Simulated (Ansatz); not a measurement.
## Single-point calculation, with input and output: Zr18HS36 (part 2 of 3)

The same run, continued: Zr18HS36 (defect cell, 55 atoms in the cell); DFT PBE, scalar-relativistic, plane waves, PAW, spin-polarised (Ansatz 0.2.0); cutoff 420 eV, 3×3×1 k-mesh, Gaussian smearing of 0.05 eV, collinear spins. The structure derives from a Materials Project entry.

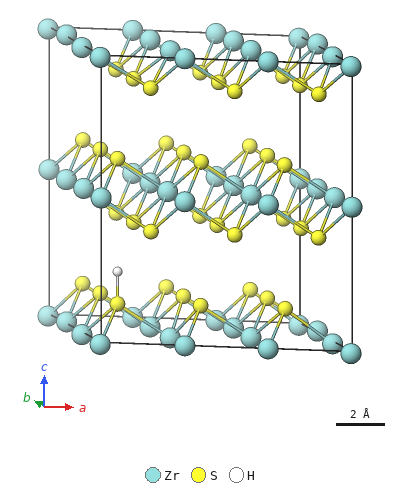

*The structure (ball-and-stick view of the cell of the calculation, seen slightly off an axis). An atom can appear more than once, as a periodic image.*

## Output, continued
```
--- Forces (eV/Å), atoms counted from 1 ---
  atom   1  Zr     0.00249758     0.00681298    -0.00034788
  atom   2  Zr    -0.00373686    -0.00387229     0.00323964
  atom   3  Zr     0.01082112    -0.00495861     0.00623037
  atom   4  Zr    -0.00286639    -0.00167754    -0.00169584
  atom   5  Zr    -0.00199497    -0.00135400    -0.00023480
  atom   6  Zr     0.00312979    -0.00355191    -0.00054812
  atom   7  Zr     0.00387069    -0.00151886     0.00250417
  atom   8  Zr     0.00029029    -0.00037677    -0.00060185
  atom   9  Zr    -0.00655210    -0.00541360     0.00228947
  atom  10  Zr     0.00297660     0.00461746     0.00341182
  atom  11  Zr    -0.00119363    -0.00293252     0.00194998
  atom  12  Zr    -0.00017760     0.00498968     0.00349614
  atom  13  Zr    -0.00148431     0.00137108     0.00126655
  atom  14  Zr    -0.01027327    -0.00684838     0.00257586
  atom  15  Zr    -0.00010515     0.00046526     0.00052507
  atom  16  Zr     0.00388389     0.00008157     0.00001722
  atom  17  Zr     0.00525406    -0.00355696     0.00105091
  atom  18  Zr    -0.00312975     0.00142719    -0.00393211
  atom  19  S     -0.00267000     0.00236231    -0.00464789
  atom  20  S     -0.00036793     0.00077805     0.00195909
  atom  21  S     -0.00004136    -0.00145207    -0.00311844
  atom  22  S     -0.00367858    -0.00254654     0.00067109
  atom  23  S     -0.00074896     0.00152767     0.00328758
  atom  24  S      0.00010679    -0.00177667     0.00099663
  atom  25  S     -0.00011698     0.00049583     0.00352783
  atom  26  S      0.00098476    -0.00099334     0.00063397
  atom  27  S     -0.00162002     0.00011486     0.00178094
  atom  28  S     -0.00369436    -0.00274817    -0.01071610
  atom  29  S      0.00016409     0.00214496     0.00237058
  atom  30  S      0.00082454    -0.00103284     0.00170115
  atom  31  S      0.00483004     0.00461769    -0.00300601
  atom  32  S     -0.00027509     0.00451569     0.00240664
  atom  33  S     -0.00014103     0.00096603     0.00022991
  atom  34  S      0.00126741    -0.00168100    -0.00690604
  atom  35  S     -0.00079214     0.00185825     0.00264717
  atom  36  S     -0.00004817     0.00633235    -0.01150590
  atom  37  S     -0.00220156    -0.00303801    -0.01096986
  atom  38  S      0.00045307    -0.00023372     0.00463755
  atom  39  S     -0.00016096    -0.00151442    -0.00201873
  atom  40  S     -0.00287371     0.00274825    -0.00127903
  atom  41  S      0.00129988     0.00390752    -0.00079402
  atom  42  S     -0.00017611    -0.00000125    -0.00026877
  atom  43  S      0.00022362    -0.00286314    -0.00252185
  atom  44  S      0.00117675     0.00011698    -0.00074506
  atom  45  S      0.00008485    -0.00013346    -0.00112351
  atom  46  S      0.00269074    -0.00311575     0.00021306
  atom  47  S      0.00247727    -0.00145830     0.00188224
  atom  48  S      0.00115746     0.00233591    -0.00460420
  atom  49  S      0.00170781    -0.00153133    -0.00163156
  atom  50  S     -0.00256296     0.00276920    -0.00146447
  atom  51  S     -0.00103141     0.00016734     0.00145742
  atom  52  S     -0.00120721     0.00086032    -0.00367288
  atom  53  S     -0.00040149     0.00424397     0.00094550
  atom  54  S      0.00569503     0.00056480     0.00053409
  atom  55  H     -0.00154695    -0.00100973     0.01781819
  max |Σ_I F_I| component: 9.71e-5 eV/Å
--- Band table (eV; the first three rows and the last of 10) ---
  k-point 0 ↑: bands = ["-42.4856", "-42.4799", "-42.4788", "-42.4700", "-42.4655", "-42.4648", "-42.4642", "-42.4568", "-42.4552", "-42.4549", ... 62 levels left out ..., "-6.7223", "-6.0216", "-5.8642", "-5.3202", "-5.3140", "-5.3139", "-5.3031", "-5.3029", "-5.2308", "-5.2185", "-5.2180", "-5.2172", "-5.2159", "-5.2157", "-5.1382", "-4.9931", "-4.9509", "-4.9504", "-4.9269", "-4.9215", "-4.9211", "-4.9082", "-4.8931", "-4.8929", "-4.8851", "-4.8461", "-4.8450", "-4.8447", "-4.8314",
      "-4.8313", "-4.8296", "-4.8266", "-4.8262", "-4.8248", "-4.8244", "-4.7090", "0.4741", "2.3315", "2.5920", "2.5934", "2.6664", "2.6666", "2.6696", "2.7435", "2.8362", "2.8522", "2.8524", "2.8823", "2.8823", "2.9138", "3.0330", "3.0334", "3.0878", "3.1061", "3.1067", "3.1157", "3.1603", "3.1860", "3.1863", "3.2176", "3.2351", "3.2359", "3.2364", "3.2404", "3.2405", "3.2636", "3.3678", "3.4325", "3.4331",
      "3.5448", "3.5453", "3.5528", "3.5968", "3.5975", "3.6392", "3.6711", "3.6721", "3.7143", "3.7150", "3.7372", "3.7563", "3.7565", "3.7846", "3.7847", "3.8969", "3.9495", "3.9507", "4.0145", "4.0267", "4.0281", "4.0288", "4.0614", "4.0741", "4.0746", "4.0950", "4.0966", "4.0972", "4.3980", "4.3987", "4.4567", "4.4594", "4.4603", "4.4640", "4.4818", "4.5013", "4.5020", "4.5976", "4.5978", "4.6511",
      "4.7172", "4.7267", "4.7272", "4.7742", "5.0359", "5.0362", "5.2027", "5.2165", "5.2237", "5.2246", "5.3569", "5.3579", "5.3657", "5.4298", "5.4312", "5.4378", "5.4565", "5.4583", "5.4701", "5.4854", "5.4872", "5.5480", "5.5495", "5.5501", "5.6564", "5.6693", "5.6749", "5.6753", "5.6885", "5.6892", "6.2148", "6.2152", "6.3582", "6.3814", "6.3815", "7.5584", "7.6673", "7.6675", "7.7062", "7.7065",
      "7.7354", "7.8010", "7.8142", "7.8145", "7.8254", "7.8254", "7.8415", "8.0537", "8.0545", "8.0988", "8.0991", "8.6797", "8.6799", "8.7976", "8.7978", "8.8530", "9.1855", "9.2120", "9.3066", "9.3220", "9.3236", "9.4332", "9.4346", "9.4425", "9.4914", "9.5194", "9.5195", "9.5257", "9.5259", "9.5268", "9.5481", "9.5664", "9.5904", "9.5909", "9.6387", "9.6392", "9.6561", "9.6624", "9.7077", "9.7090",
      "9.8170", "9.8278", "9.8281", "9.8502", "9.8509", "9.8677", "9.9133", "9.9687", "9.9700", "10.9501", "11.2853"]
  k-point 1 ↑: bands = ["-42.4844", "-42.4810", "-42.4790", "-42.4709", "-42.4646", "-42.4639", "-42.4635", "-42.4589", "-42.4569", "-42.4554", ... 62 levels left out ..., "-6.7125", "-5.9205", "-5.7621", "-5.6185", "-5.4695", "-5.4003", "-5.3599", "-5.2447", "-5.2427", "-5.2049", "-5.1836", "-5.1428", "-5.1258", "-5.1023", "-5.0962", "-5.0499", "-5.0462", "-5.0263", "-5.0193", "-4.9949", "-4.9548", "-4.9481", "-4.9246", "-4.8670", "-4.8546", "-4.8543", "-4.8443", "-4.8390", "-4.8076",
      "-4.7875", "-4.7829", "-4.7674", "-4.7610", "-4.7589", "-4.7343", "-4.6612", "0.4800", "2.1782", "2.3067", "2.4621", "2.4877", "2.5355", "2.6384", "2.6396", "2.6693", "2.6804", "2.7548", "2.7561", "2.8511", "2.8790", "2.9362", "2.9838", "3.0984", "3.1036", "3.1438", "3.1718", "3.1755", "3.2156", "3.2709", "3.2887", "3.2923", "3.3234", "3.3277", "3.3755", "3.4100", "3.4461", "3.4554", "3.4913", "3.4963",
      "3.5114", "3.5919", "3.6064", "3.6159", "3.6698", "3.7751", "3.7802", "3.8433", "3.8544", "3.8794", "3.9025", "3.9421", "3.9757", "3.9771", "3.9970", "3.9996", "4.0040", "4.0194", "4.0286", "4.0424", "4.0699", "4.0801", "4.1252", "4.1298", "4.1799", "4.1824", "4.2088", "4.3109", "4.3164", "4.3353", "4.3398", "4.3659", "4.3935", "4.4258", "4.4841", "4.4923", "4.5186", "4.5210", "4.5488", "4.6248",
      "4.6617", "4.7701", "4.8259", "4.8435", "4.9564", "4.9811", "5.0026", "5.0212", "5.0419", "5.0729", "5.0804", "5.1041", "5.1430", "5.2043", "5.2055", "5.2318", "5.2787", "5.2802", "5.4660", "5.4851", "5.5437", "5.5445", "5.5603", "5.6034", "5.6146", "5.6455", "5.6759", "5.7559", "5.7563", "5.9064", "5.9143", "5.9459", "6.0673", "6.1876", "6.4116", "7.4939", "7.6713", "7.8750", "7.9189", "7.9608",
      "8.0313", "8.0799", "8.0915", "8.0933", "8.1708", "8.1775", "8.2077", "8.2544", "8.2582", "8.3747", "8.4279", "8.4815", "8.5102", "8.5799", "8.5936", "8.9040", "8.9768", "8.9907", "9.0455", "9.0645", "9.0949", "9.1076", "9.2146", "9.2783", "9.3798", "9.3842", "9.4096", "9.4755", "9.4812", "9.5081", "9.5281", "9.5690", "9.7013", "9.7048", "9.7266", "9.7277", "9.7318", "9.7746", "9.7762", "9.8034",
      "9.8417", "9.8900", "9.8942", "9.9463", "9.9482", "9.9679", "9.9953", "10.0005", "10.0184", "10.6907", "10.9048"]
  k-point 2 ↑: bands = ["-42.4845", "-42.4801", "-42.4798", "-42.4708", "-42.4643", "-42.4639", "-42.4638", "-42.4587", "-42.4569", "-42.4556", ... 62 levels left out ..., "-6.7125", "-5.9205", "-5.7621", "-5.6184", "-5.4695", "-5.4003", "-5.3600", "-5.2447", "-5.2427", "-5.2050", "-5.1835", "-5.1428", "-5.1260", "-5.1024", "-5.0959", "-5.0500", "-5.0461", "-5.0261", "-5.0193", "-4.9950", "-4.9546", "-4.9482", "-4.9247", "-4.8668", "-4.8546", "-4.8543", "-4.8441", "-4.8393", "-4.8075",
      "-4.7872", "-4.7830", "-4.7675", "-4.7610", "-4.7590", "-4.7344", "-4.6612", "0.4800", "2.1793", "2.3066", "2.4626", "2.4873", "2.5344", "2.6385", "2.6395", "2.6689", "2.6802", "2.7548", "2.7563", "2.8508", "2.8789", "2.9360", "2.9841", "3.0982", "3.1046", "3.1436", "3.1721", "3.1759", "3.2158", "3.2711", "3.2885", "3.2925", "3.3234", "3.3271", "3.3755", "3.4099", "3.4462", "3.4549", "3.4912", "3.4966",
      "3.5111", "3.5919", "3.6066", "3.6157", "3.6692", "3.7751", "3.7798", "3.8437", "3.8547", "3.8794", "3.9024", "3.9426", "3.9755", "3.9781", "3.9971", "3.9993", "4.0037", "4.0189", "4.0291", "4.0420", "4.0697", "4.0800", "4.1248", "4.1297", "4.1794", "4.1826", "4.2091", "4.3119", "4.3153", "4.3355", "4.3417", "4.3660", "4.3944", "4.4256", "4.4837", "4.4929", "4.5187", "4.5210", "4.5488", "4.6233",
      "4.6610", "4.7704", "4.8254", "4.8438", "4.9563", "4.9815", "5.0028", "5.0208", "5.0416", "5.0730", "5.0802", "5.1037", "5.1428", "5.2042", "5.2061", "5.2312", "5.2783", "5.2805", "5.4655", "5.4864", "5.5437", "5.5445", "5.5601", "5.6035", "5.6146", "5.6455", "5.6762", "5.7557", "5.7563", "5.9064", "5.9147", "5.9457", "6.0672", "6.1876", "6.4116", "7.4932", "7.6713", "7.8760", "7.9190", "7.9608",
      "8.0313", "8.0805", "8.0914", "8.0935", "8.1710", "8.1774", "8.2073", "8.2545", "8.2582", "8.3744", "8.4290", "8.4816", "8.5101", "8.5799", "8.5935", "8.9052", "8.9775", "8.9901", "9.0451", "9.0648", "9.0941", "9.1075", "9.2137", "9.2770", "9.3791", "9.3853", "9.4097", "9.4754", "9.4813", "9.5075", "9.5287", "9.5683", "9.7013", "9.7049", "9.7262", "9.7275", "9.7317", "9.7746", "9.7761", "9.8036",
      "9.8410", "9.8898", "9.8942", "9.9463", "9.9483", "9.9676", "9.9966", "10.0001", "10.0180", "10.6934", "10.9040"]
  k-point 4 ↓: bands = ["-42.4844", "-42.4808", "-42.4792", "-42.4709", "-42.4644", "-42.4638", "-42.4637", "-42.4589", "-42.4569", "-42.4555", ... 62 levels left out ..., "-6.7125", "-5.9205", "-5.7620", "-5.6185", "-5.4695", "-5.4005", "-5.3600", "-5.2447", "-5.2428", "-5.2048", "-5.1836", "-5.1428", "-5.1260", "-5.1026", "-5.0958", "-5.0500", "-5.0462", "-5.0261", "-5.0191", "-4.9950", "-4.9545", "-4.9484", "-4.9246", "-4.8668", "-4.8547", "-4.8542", "-4.8439", "-4.8392", "-4.8075",
      "-4.7871", "-4.7831", "-4.7674", "-4.7611", "-4.7591", "-4.7343", "-4.6612", "0.4800", "2.1793", "2.3066", "2.4626", "2.4874", "2.5344", "2.6386", "2.6395", "2.6688", "2.6800", "2.7548", "2.7564", "2.8506", "2.8788", "2.9361", "2.9844", "3.0983", "3.1045", "3.1436", "3.1720", "3.1760", "3.2156", "3.2713", "3.2885", "3.2926", "3.3233", "3.3268", "3.3756", "3.4095", "3.4461", "3.4547", "3.4917", "3.4965",
      "3.5108", "3.5920", "3.6066", "3.6156", "3.6691", "3.7752", "3.7799", "3.8433", "3.8549", "3.8795", "3.9026", "3.9432", "3.9756", "3.9789", "3.9967", "3.9996", "4.0036", "4.0185", "4.0293", "4.0412", "4.0700", "4.0801", "4.1250", "4.1297", "4.1792", "4.1823", "4.2091", "4.3126", "4.3141", "4.3363", "4.3424", "4.3663", "4.3952", "4.4254", "4.4835", "4.4928", "4.5186", "4.5210", "4.5487", "4.6226",
      "4.6605", "4.7707", "4.8253", "4.8439", "4.9564", "4.9817", "5.0026", "5.0207", "5.0414", "5.0727", "5.0803", "5.1037", "5.1426", "5.2042", "5.2066", "5.2311", "5.2782", "5.2807", "5.4654", "5.4868", "5.5436", "5.5445", "5.5600", "5.6035", "5.6146", "5.6454", "5.6759", "5.7559", "5.7562", "5.9063", "5.9147", "5.9456", "6.0672", "6.1877", "6.4116", "7.4928", "7.6710", "7.8762", "7.9193", "7.9607",
      "8.0311", "8.0805", "8.0914", "8.0938", "8.1713", "8.1774", "8.2070", "8.2548", "8.2582", "8.3745", "8.4291", "8.4816", "8.5102", "8.5800", "8.5934", "8.9053", "8.9776", "8.9898", "9.0450", "9.0648", "9.0939", "9.1076", "9.2133", "9.2771", "9.3790", "9.3857", "9.4099", "9.4756", "9.4811", "9.5075", "9.5284", "9.5685", "9.7010", "9.7051", "9.7255", "9.7276", "9.7319", "9.7745", "9.7762", "9.8038",
      "9.8411", "9.8898", "9.8938", "9.9465", "9.9482", "9.9674", "9.9969", "10.0003", "10.0178", "10.6933", "10.9040"]
--- Löwdin populations: 55 sites ---
  site symbol       q [e]    m [muB]
     0     Zr     11.2156     0.0000
     1     Zr     11.1840     0.0000
     2     Zr     11.2151     0.0000
     3     Zr     11.1842    -0.0000
     4     Zr     11.2031     0.0000
     5     Zr     11.1824     0.0000
     6     Zr     11.1910     0.0000
     7     Zr     11.1809     0.0000
     8     Zr     11.2154     0.0000
     9     Zr     11.1841     0.0000
    10     Zr     11.1911     0.0000
    11     Zr     11.1810     0.0000
    12     Zr     11.1910     0.0000
    13     Zr     11.1810     0.0000
    14     Zr     11.2030     0.0000
    15     Zr     11.1824     0.0000
    16     Zr     11.2032     0.0000
    17     Zr     11.1824     0.0000
    18      S      6.3801    -0.0000
    19      S      6.3515    -0.0000
    20      S      6.3818     0.0000
    21      S      6.3516    -0.0000
    22      S      6.3479    -0.0000
    23      S      6.3419    -0.0000
    24      S      6.3479    -0.0000
    25      S      6.3419    -0.0000
    26      S      6.3474    -0.0000
    27      S      6.3100    -0.0000
    28      S      6.3480    -0.0000
    29      S      6.3417    -0.0000
    30      S      6.3805     0.0000
    31      S      6.3515    -0.0000
    32      S      6.3475    -0.0000
    33      S      6.3100    -0.0000
    34      S      6.3473    -0.0000
    35      S      6.3096    -0.0000
    36      S      6.2084    -0.0000
    37      S      6.3486    -0.0000
    38      S      6.3354    -0.0000
    39      S      6.3482    -0.0000
    40      S      6.3350    -0.0000
    41      S      6.3481    -0.0000
    42      S      6.3354    -0.0000
    43      S      6.3481    -0.0000
    44      S      6.3353    -0.0000
    45      S      6.3482    -0.0000
    46      S      6.3429    -0.0000
    47      S      6.3410    -0.0000
    48      S      6.3354    -0.0000
    49      S      6.3482    -0.0000
    50      S      6.3462    -0.0000
    51      S      6.3489    -0.0000
    52      S      6.3349    -0.0000
    53      S      6.3481    -0.0000
    54      H      0.8319     0.0000
  spilling = 0.005594 (of n_electrons = 433.000000)
--- Bader charges: 55 sites ---
  site symbol  charge [e]  shift [e]    m [muB]
     0     Zr      2.0554     0.0011     0.0000
     1     Zr      2.0819     0.0012     0.0000
     2     Zr      2.0556     0.0011     0.0000
     3     Zr      2.0819     0.0012     0.0000
     4     Zr      2.0600     0.0012     0.0000
     5     Zr      2.0812     0.0011     0.0000
     6     Zr      2.0699     0.0012     0.0000
     7     Zr      2.0823     0.0011     0.0000
     8     Zr      2.0556     0.0011     0.0000
     9     Zr      2.0820     0.0012     0.0000
    10     Zr      2.0698     0.0012     0.0000
    11     Zr      2.0824     0.0011     0.0000
    12     Zr      2.0699     0.0012     0.0000
    13     Zr      2.0824     0.0011     0.0000
    14     Zr      2.0601     0.0012     0.0000
    15     Zr      2.0812     0.0011     0.0000
    16     Zr      2.0599     0.0012     0.0000
    17     Zr      2.0812     0.0011     0.0000
    18      S     -1.0669     0.0006     0.0000
    19      S     -1.0499     0.0006     0.0000
    20      S     -1.0680     0.0006     0.0000
    21      S     -1.0500     0.0006     0.0000
    22      S     -1.0472     0.0006     0.0000
    23      S     -1.0491     0.0006     0.0000
    24      S     -1.0473     0.0006     0.0000
    25      S     -1.0492     0.0006     0.0000
    26      S     -1.0475     0.0006     0.0000
    27      S     -1.0335     0.0006     0.0000
    28      S     -1.0472     0.0006     0.0000
    29      S     -1.0490     0.0006     0.0000
    30      S     -1.0672     0.0006     0.0000
    31      S     -1.0500     0.0006     0.0000
    32      S     -1.0475     0.0006     0.0000
    33      S     -1.0334     0.0006     0.0000
    34      S     -1.0474     0.0006     0.0000
    35      S     -1.0332     0.0006     0.0000
    36      S     -0.7147     0.0077     0.0000
    37      S     -1.0486     0.0006     0.0000
    38      S     -1.0452     0.0006     0.0000
    39      S     -1.0477     0.0006     0.0000
    40      S     -1.0451     0.0006     0.0000
    41      S     -1.0477     0.0006     0.0000
    42      S     -1.0453     0.0006     0.0000
    43      S     -1.0478     0.0006     0.0000
    44      S     -1.0452     0.0006     0.0000
    45      S     -1.0477     0.0006     0.0000
    46      S     -1.0487     0.0006     0.0000
    47      S     -1.0437     0.0006     0.0000
    48      S     -1.0453     0.0006     0.0000
    49      S     -1.0478     0.0006     0.0000
    50      S     -1.0521     0.0006     0.0000
    51      S     -1.0471     0.0006     0.0000
    52      S     -1.0452     0.0006     0.0000
    53      S     -1.0477     0.0006     0.0000
    54      H      0.1035     0.0080     0.0000
  estimated error of the sums over rays = 8.3e-4 e
```
